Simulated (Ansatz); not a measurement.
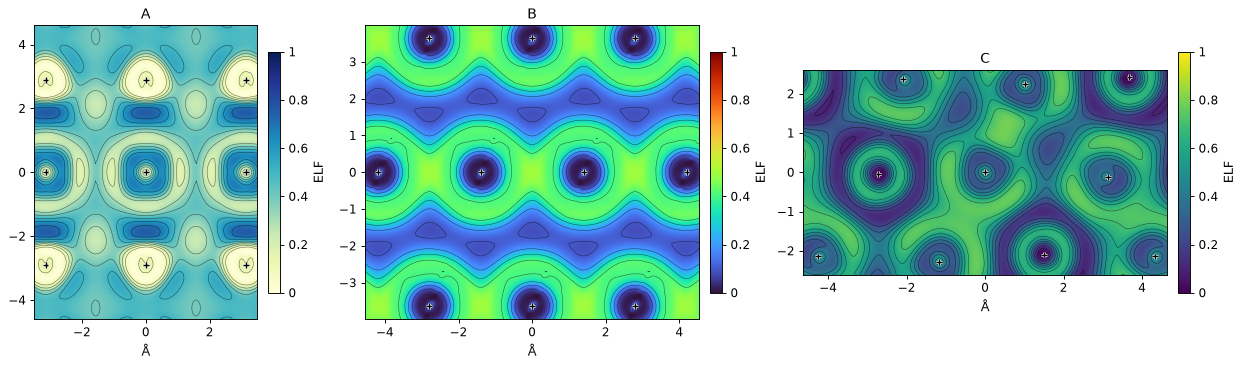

The ELF of 3 systems, each on a plane through atoms (crosses mark nuclei in the plane).

All numbers below come from Kohn-Sham DFT of a periodic cell, PBEsol, Ansatz PAW in Ansatz.

System 1: Ge, the (010) plane of the conventional cell. Space group P-1; a structure from a database of computed crystals, not necessarily the ambient phase; changed on purpose from its base cell (atoms moved at random by about 0.05 A).

```cif
data_structure
_symmetry_space_group_name_H-M 'P 1'
_symmetry_Int_Tables_number 1
_cell_length_a 2.7948
_cell_length_b 3.8998
_cell_length_c 3.8998
_cell_angle_alpha 82.623
_cell_angle_beta 69.003
_cell_angle_gamma 69.003
_cell_volume 37.05
loop_
_atom_site_label
_atom_site_type_symbol
_atom_site_fract_x
_atom_site_fract_y
_atom_site_fract_z
_atom_site_occupancy
Ge1 Ge 0.36592 0.75103 0.75682 1
Ge2 Ge 0.63408 0.24897 0.24318 1
```

System 2: Al2Ru, the (010) plane of the conventional cell. Space group I4/mmm; a structure from a database of computed crystals, not necessarily the ambient phase; computed pressure about −4 GPa in this cell.

```
CELL_PARAMETERS angstrom
3.14151 0.00000 0.00000
0.00000 3.14151 0.00000
0.00000 0.00000 8.49953
ATOMIC_POSITIONS crystal
Ru 0.00000 0.00000 0.00000
Ru 0.50000 0.50000 0.50000
Al 0.00000 0.00000 0.34080
Al 0.50000 0.50000 0.84080
Al 0.00000 0.00000 0.65920
Al 0.50000 0.50000 0.15920
```

System 3: TiSi2, the (111) plane of the conventional cell. Space group P1; a structure from a database of computed crystals, not necessarily the ambient phase; changed on purpose from its base cell (atoms moved at random by about 0.05 A); not relaxed (largest force 0.7 eV/Å).

Q: Match each panel to its system.

A: Panel A is system 2, Al2Ru: the plane holds Ru and Al. Al–Ru (2.90 Å): the ELF is about 0.50 at the midpoint. Panel B is system 1, Ge: the plane holds Ge. Ge–Ge (2.79 Å): the ELF is about 0.50 at the midpoint. Panel C is system 3, TiSi2: the plane holds Ti and Si. Ti–Si (2.52 Å): the ELF peaks at about 0.75 in the valence shell of Si, 0.9 Å from its nucleus, and is about 0.40 at the midpoint.
